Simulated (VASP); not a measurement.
## Run report: SnTe, core levels calculation (part 3 of 3)

The same run, continued: SnTe (Fm-3m, 16 atoms in the cell); Kohn-Sham DFT of a periodic cell, LDA, VASP PAW LDA potentials, recommended, no spin polarisation (VASP 6.6.1); cutoff 520 eV, 4×4×4 k-mesh, methfessel-paxton of 0.1 eV. The structure derives from an entry of the Crystallography Open Database.

Geometry of the input (Å; fractional positions):
```
0.0000  6.3017  6.3017
6.3017  0.0000  6.3017
6.3017  6.3017  0.0000
Sn 0.0000  0.0000  0.0000
Sn -0.0000  0.0000  0.5000
Sn -0.0000  0.5000  0.0000
Sn -0.0000  0.5000  0.5000
Sn 0.5000  -0.0000  0.0000
Sn 0.5000  0.0000  0.5000
Sn 0.5000  0.5000  0.0000
Sn 0.5000  0.5000  0.5000
Te 0.2500  0.2500  0.2500
Te 0.2500  0.2500  0.7500
Te 0.2500  0.7500  0.2500
Te 0.2500  0.7500  0.7500
Te 0.7500  0.2500  0.2500
Te 0.7500  0.2500  0.7500
Te 0.7500  0.7500  0.2500
Te 0.7500  0.7500  0.7500
```

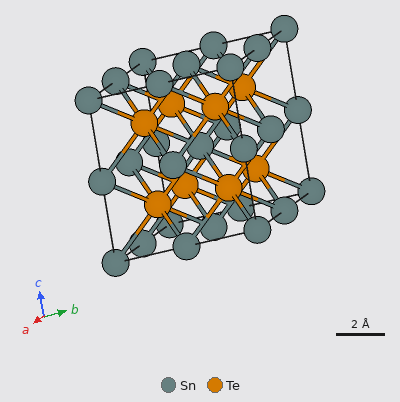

Fig. 1: The input geometry (ball-and-stick view of the cell of the calculation, seen slightly off an axis).

## Parts of OUTCAR, continued
```
     56       0.2951      2.00000
     57       1.8875      2.00000
     58       1.9091      2.00000
     59       2.2568      2.00000
     60       2.5628      2.00000
     61       2.6060      2.00000
     62       2.8619      2.00000
     63       2.9731      2.00000
     64       3.2750      2.00000
     65       3.4636      2.00000
     66       3.5714      2.00000
     67       3.7095      2.00000
     68       3.7127      2.00000
     69       3.8317      2.00000
     70       4.0651      2.00000
     71       4.1335      2.00000
     72       4.2176      2.00000
     73       4.7453      2.00000
     74       5.0071      2.00000
     75       5.1108      2.00000
     76       5.1529      2.00000
     77       5.3802      2.00000
     78       5.5183      2.00000
     79       5.8329      2.00000
     80       6.3518      2.00000
     81       7.0065      0.18307
     82       7.0779     -0.06978
     83       7.3080     -0.00000
     84       7.5453     -0.00000
     85       7.5688     -0.00000
     86       8.0301     -0.00000
     87       8.2808     -0.00000
     88       8.3197     -0.00000
     89       8.5672     -0.00000
     90       9.0728      0.00000
     91       9.1725      0.00000
     92       9.4769      0.00000

 k-point     6 :      -0.2500    0.2500    0.0000
  band No.  band energies     occupation
      1     -24.8776      2.00000
      2     -24.8776      2.00000
      3     -24.8758      2.00000
      4     -24.8758      2.00000
      5     -24.8758      2.00000
      6     -15.0295      2.00000
      7     -15.0286      2.00000
      8     -15.0279      2.00000
      9     -15.0265      2.00000
     10     -15.0258      2.00000
     11     -15.0229      2.00000
     12     -15.0212      2.00000
     13     -15.0192      2.00000
     14     -15.0179      2.00000
     15     -15.0149      2.00000
     16     -15.0147      2.00000
     17     -15.0131      2.00000
     18     -15.0091      2.00000
     19     -15.0083      2.00000
     20     -15.0077      2.00000
     21     -15.0072      2.00000
     22     -15.0068      2.00000
     23     -15.0064      2.00000
     24     -15.0060      2.00000
     25     -15.0052      2.00000
     26     -15.0048      2.00000
     27     -15.0042      2.00000
     28     -15.0019      2.00000
     29     -15.0013      2.00000
     30     -15.0009      2.00000
     31     -15.0003      2.00000
     32     -14.9980      2.00000
     33     -14.9977      2.00000
     34     -14.9970      2.00000
     35     -14.9964      2.00000
     36     -14.9095      2.00000
     37     -14.9095      2.00000
     38     -14.8893      2.00000
     39     -14.8893      2.00000
     40     -14.8893      2.00000
     41      -5.8107      2.00000
     42      -5.2446      2.00000
     43      -5.1511      2.00000
     44      -4.7553      2.00000
     45      -4.7525      2.00000
     46      -4.6500      2.00000
     47      -4.6134      2.00000
     48      -4.4802      2.00000
     49      -2.4519      2.00000
     50      -1.2453      2.00000
     51      -1.0146      2.00000
     52      -0.7036      2.00000
     53      -0.7026      2.00000
     54      -0.5516      2.00000
     55      -0.4799      2.00000
     56       0.5010      2.00000
     57       1.5155      2.00000
     58       2.3987      2.00000
     59       2.4196      2.00000
     60       2.7121      2.00000
     61       2.8268      2.00000
     62       2.8711      2.00000
     63       3.0005      2.00000
     64       3.1865      2.00000
     65       3.3800      2.00000
     66       3.4641      2.00000
     67       3.8907      2.00000
     68       3.9334      2.00000
     69       4.0677      2.00000
     70       4.1855      2.00000
     71       4.2017      2.00000
     72       4.2798      2.00000
     73       4.2951      2.00000
     74       4.3580      2.00000
     75       4.9586      2.00000
     76       5.1672      2.00000
     77       5.3042      2.00000
     78       5.7125      2.00000
     79       5.7817      2.00000
     80       5.7987      2.00000
     81       6.8223      2.07039
     82       7.2190     -0.00091
     83       7.7199     -0.00000
     84       7.7758     -0.00000
     85       7.8458     -0.00000
     86       8.0056     -0.00000
     87       8.4688     -0.00000
     88       8.6760     -0.00000
     89       8.7116     -0.00000
     90       8.9235     -0.00000
     91       9.1487      0.00000
     92       9.1841      0.00000

 k-point     7 :       0.5000    0.5000    0.0000
  band No.  band energies     occupation
      1     -24.8776      2.00000
      2     -24.8776      2.00000
      3     -24.8758      2.00000
      4     -24.8758      2.00000
      5     -24.8758      2.00000
      6     -15.0307      2.00000
      7     -15.0260      2.00000
      8     -15.0258      2.00000
      9     -15.0258      2.00000
     10     -15.0246      2.00000
     11     -15.0244      2.00000
     12     -15.0205      2.00000
     13     -15.0183      2.00000
     14     -15.0179      2.00000
     15     -15.0178      2.00000
     16     -15.0178      2.00000
     17     -15.0117      2.00000
     18     -15.0086      2.00000
     19     -15.0079      2.00000
     20     -15.0076      2.00000
     21     -15.0075      2.00000
     22     -15.0075      2.00000
     23     -15.0073      2.00000
     24     -15.0060      2.00000
     25     -15.0027      2.00000
     26     -15.0016      2.00000
     27     -15.0016      2.00000
     28     -15.0013      2.00000
     29     -15.0013      2.00000
     30     -15.0013      2.00000
     31     -15.0013      2.00000
     32     -15.0008      2.00000
     33     -15.0008      2.00000
     34     -15.0001      2.00000
     35     -14.9947      2.00000
     36     -14.9097      2.00000
     37     -14.9096      2.00000
     38     -14.8894      2.00000
     39     -14.8894      2.00000
     40     -14.8892      2.00000
     41      -5.5577      2.00000
     42      -5.4149      2.00000
     43      -5.0133      2.00000
     44      -4.9441      2.00000
     45      -4.9441      2.00000
     46      -4.8805      2.00000
     47      -4.4448      2.00000
     48      -4.4090      2.00000
     49      -2.3466      2.00000
     50      -0.8649      2.00000
     51      -0.8649      2.00000
     52      -0.8645      2.00000
     53      -0.7017      2.00000
     54      -0.6682      2.00000
     55       0.1689      2.00000
     56       0.3365      2.00000
     57       1.7987      2.00000
     58       1.7987      2.00000
     59       1.9431      2.00000
     60       1.9431      2.00000
     61       2.4077      2.00000
     62       2.6589      2.00000
     63       2.6589      2.00000
     64       2.6946      2.00000
     65       3.5723      2.00000
     66       3.5723      2.00000
     67       3.7189      2.00000
     68       3.7189      2.00000
     69       4.5745      2.00000
     70       4.6075      2.00000
     71       4.6883      2.00000
     72       4.7401      2.00000
     73       4.7401      2.00000
     74       4.7620      2.00000
     75       5.4362      2.00000
     76       5.6229      2.00000
     77       5.6229      2.00000
     78       5.7120      2.00000
     79       5.8663      2.00000
     80       5.9228      2.00000
     81       7.1347     -0.02473
     82       7.1865     -0.00398
     83       7.1865     -0.00398
     84       7.5554     -0.00000
     85       7.6402     -0.00000
     86       7.6647     -0.00000
     87       7.7662     -0.00000
     88       7.8175     -0.00000
     89       7.8175     -0.00000
     90       7.8772     -0.00000
     91       8.5368     -0.00000
     92       8.7090     -0.00000

 k-point     8 :      -0.2500    0.5000    0.2500
  band No.  band energies     occupation
      1     -24.8776      2.00000
      2     -24.8776      2.00000
      3     -24.8758      2.00000
      4     -24.8758      2.00000
      5     -24.8757      2.00000
      6     -15.0290      2.00000
      7     -15.0290      2.00000
      8     -15.0260      2.00000
      9     -15.0258      2.00000
     10     -15.0225      2.00000
     11     -15.0225      2.00000
     12     -15.0218      2.00000
     13     -15.0218      2.00000
     14     -15.0179      2.00000
     15     -15.0178      2.00000
     16     -15.0136      2.00000
     17     -15.0136      2.00000
     18     -15.0083      2.00000
     19     -15.0083      2.00000
     20     -15.0075      2.00000
     21     -15.0075      2.00000
     22     -15.0064      2.00000
     23     -15.0064      2.00000
     24     -15.0062      2.00000
     25     -15.0060      2.00000
     26     -15.0015      2.00000
     27     -15.0014      2.00000
     28     -15.0014      2.00000
     29     -15.0014      2.00000
     30     -15.0011      2.00000
     31     -15.0011      2.00000
     32     -15.0011      2.00000
     33     -15.0009      2.00000
     34     -14.9967      2.00000
     35     -14.9966      2.00000
     36     -14.9097      2.00000
     37     -14.9096      2.00000
     38     -14.8894      2.00000
     39     -14.8893      2.00000
     40     -14.8893      2.00000
     41      -5.4774      2.00000
     42      -5.2953      2.00000
     43      -5.2740      2.00000
     44      -5.2740      2.00000
     45      -4.5905      2.00000
     46      -4.5826      2.00000
     47      -4.5459      2.00000
     48      -4.5459      2.00000
     49      -2.3712      2.00000
     50      -0.9391      2.00000
     51      -0.9391      2.00000
     52      -0.9137      2.00000
     53      -0.4756      2.00000
     54      -0.2055      2.00000
     55      -0.2055      2.00000
     56      -0.1968      2.00000
     57       1.9883      2.00000
     58       1.9883      2.00000
     59       2.1358      2.00000
     60       2.1416      2.00000
     61       2.7611      2.00000
     62       2.9423      2.00000
     63       3.0197      2.00000
     64       3.0197      2.00000
     65       3.2222      2.00000
     66       3.2222      2.00000
     67       3.3576      2.00000
     68       3.3635      2.00000
     69       4.3091      2.00000
     70       4.3789      2.00000
     71       4.3861      2.00000
     72       4.3861      2.00000
     73       4.9542      2.00000
     74       5.1276      2.00000
     75       5.1678      2.00000
     76       5.1678      2.00000
     77       5.6766      2.00000
     78       5.7697      2.00000
     79       5.7797      2.00000
     80       5.7797      2.00000
     81       7.0530     -0.05753
     82       7.0530     -0.05753
     83       7.4406     -0.00000
     84       7.4422     -0.00000
     85       7.9221     -0.00000
     86       8.1052     -0.00000
     87       8.1052     -0.00000
     88       8.2102     -0.00000
     89       8.4849     -0.00000
     90       8.6953     -0.00000
     91       8.7277     -0.00000
     92       8.7277     -0.00000
 [bands above 92 left out]

------------------------ aborting loop because EDIFF is reached ----------------------------------------

  FORCE on cell =-STRESS in cart. coord.  units (eV):
  Direction    XX          YY          ZZ          XY          YZ          ZX
  --------------------------------------------------------------------------------------
  -------------------------------------------------------------------------------------
  Total       -4.9035654     -4.9035654     -4.9035654      0.0000000      0.0000000      0.0000000
  in kB      -15.6970986    -15.6970986    -15.6970986      0.0000000      0.0000000      0.0000000
  external PRESSURE =     -15.6970986 kB  Pullay stress =       0.0000000 kB

 VOLUME and BASIS-vectors are now :
 -----------------------------------------------------------------------------
  energy-cutoff  :      520.00
  volume of cell :      500.50
      direct lattice vectors                 reciprocal lattice vectors
     0.000000000  6.301700000  6.301700000    -0.079343669  0.079343669  0.079343669
     6.301700000  0.000000000  6.301700000     0.079343669 -0.079343669  0.079343669
     6.301700000  6.301700000  0.000000000     0.079343669  0.079343669 -0.079343669

 POSITION                                       TOTAL-FORCE (eV/Angst)
 -----------------------------------------------------------------------------------
      0.00000      0.00000      0.00000         0.000000      0.000000      0.000000
      3.15085      3.15085      0.00000         0.000000      0.000000      0.000000
      3.15085      0.00000      3.15085         0.000000      0.000000      0.000000
      6.30170      3.15085      3.15085        -0.000000      0.000000      0.000000
      0.00000      3.15085      3.15085        -0.000000      0.000000      0.000000
      3.15085      6.30170      3.15085         0.000000      0.000000      0.000000
      3.15085      3.15085      6.30170        -0.000000     -0.000000      0.000000
      6.30170      6.30170      6.30170         0.000000     -0.000000      0.000000
      3.15085      3.15085      3.15085        -0.000000     -0.000000      0.000000
      6.30170      6.30170      3.15085         0.000000      0.000000     -0.088848
      6.30170      3.15085      6.30170         0.000000     -0.088848      0.000000
      9.45255      6.30170      6.30170         0.088848      0.000000      0.000000
      3.15085      6.30170      6.30170        -0.088848      0.000000      0.000000
      6.30170      9.45255      6.30170         0.000000      0.088848      0.000000
      6.30170      6.30170      9.45255         0.000000      0.000000      0.088848
      9.45255      9.45255      9.45255         0.000000      0.000000      0.000000
 -----------------------------------------------------------------------------------
    total drift:                               -0.000000      0.000000     -0.000000

  FREE ENERGIE OF THE ION-ELECTRON SYSTEM (eV)
  ---------------------------------------------------
  free  energy   TOTEN  =      -334.8960532932 eV

  energy  without entropy=     -334.9087537904  energy(sigma->0) =     -334.90028679
```

## CONTCAR
```
SnTe
   1.00000000000000
     0.0000000000000000    6.3017000000000003    6.3017000000000003
     6.3017000000000003    0.0000000000000000    6.3017000000000003
     6.3017000000000003    6.3017000000000003    0.0000000000000000
  Sn              Sn              Te
     1     7     8
Direct
     0.0000000000000000    0.0000000000000000    0.0000000000000000
     0.0000000000000000    0.0000000000000000    0.5000000000000000
     0.0000000000000000    0.5000000000000000    0.0000000000000000
     0.0000000000000000    0.5000000000000000    0.5000000000000000
     0.5000000000000000    0.0000000000000000    0.0000000000000000
     0.5000000000000000    0.0000000000000000    0.5000000000000000
     0.5000000000000000    0.5000000000000000    0.0000000000000000
     0.5000000000000000    0.5000000000000000    0.5000000000000000
     0.2500000000000000    0.2500000000000000    0.2500000000000000
     0.2500000000000000    0.2500000000000000    0.7500000000000000
     0.2500000000000000    0.7500000000000000    0.2500000000000000
     0.2500000000000000    0.7500000000000000    0.7500000000000000
     0.7500000000000000    0.2500000000000000    0.2500000000000000
     0.7500000000000000    0.2500000000000000    0.7500000000000000
     0.7500000000000000    0.7500000000000000    0.2500000000000000
     0.7500000000000000    0.7500000000000000    0.7500000000000000

  0.00000000E+00  0.00000000E+00  0.00000000E+00
  0.00000000E+00  0.00000000E+00  0.00000000E+00
  0.00000000E+00  0.00000000E+00  0.00000000E+00
  0.00000000E+00  0.00000000E+00  0.00000000E+00
  0.00000000E+00  0.00000000E+00  0.00000000E+00
  0.00000000E+00  0.00000000E+00  0.00000000E+00
  0.00000000E+00  0.00000000E+00  0.00000000E+00
  0.00000000E+00  0.00000000E+00  0.00000000E+00
  0.00000000E+00  0.00000000E+00  0.00000000E+00
  0.00000000E+00  0.00000000E+00  0.00000000E+00
  0.00000000E+00  0.00000000E+00  0.00000000E+00
  0.00000000E+00  0.00000000E+00  0.00000000E+00
  0.00000000E+00  0.00000000E+00  0.00000000E+00
  0.00000000E+00  0.00000000E+00  0.00000000E+00
  0.00000000E+00  0.00000000E+00  0.00000000E+00
  0.00000000E+00  0.00000000E+00  0.00000000E+00
```

## Summary

| quantity | value |
| --- | --- |
| outcome | converged |
| space group (tolerance 0.01 Å) | Fm-3m (225) |
| electrons treated | 161 |
| free energy | −334.8961 eV |
| Fermi energy of the self-consistent step | 6.949 eV |
| gap on the k-point mesh | none (metallic) |
| pressure | −1.57 GPa |
| largest force (length of the vector) | 0.089 eV/Å |
| hardware | 4 threads of AMD EPYC (Zen 5), 450 GiB of memory available, shared host |
| wall time | 2 min (CPU time 7.9 min) |
| peak memory | 0.69 GiB |
